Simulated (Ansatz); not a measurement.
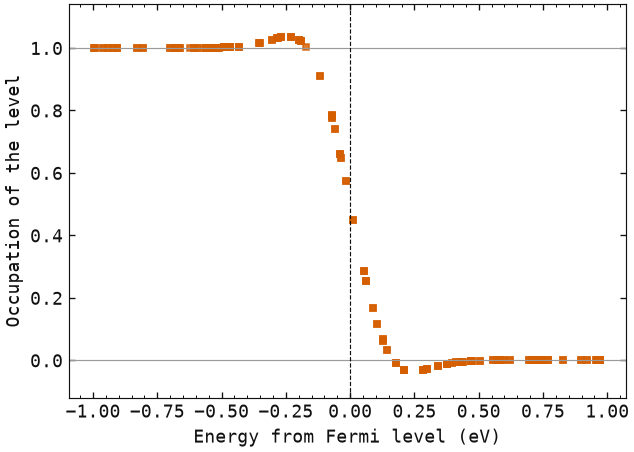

Occupations of the one-electron levels of the k mesh against their energy, from a run on Ta, space group P6_3/mmc (No. 194), 2 atoms in the cell, with Ansatz.

Q: Name the smearing function and its width.

A: Methfessel-Paxton smearing with a width of 0.2 eV. The occupations overshoot on both sides, up to 1.035 below the Fermi level and down to −0.032 above it; for the first-order scheme these extremes (±0.035) lie 1.22 widths, here 0.24 eV, from the Fermi level.

Q: Is that width safe?

A: It is wide: energies, forces and moments pick up smearing errors, and small gaps get partly filled, so it should be reduced or extrapolated to zero width.
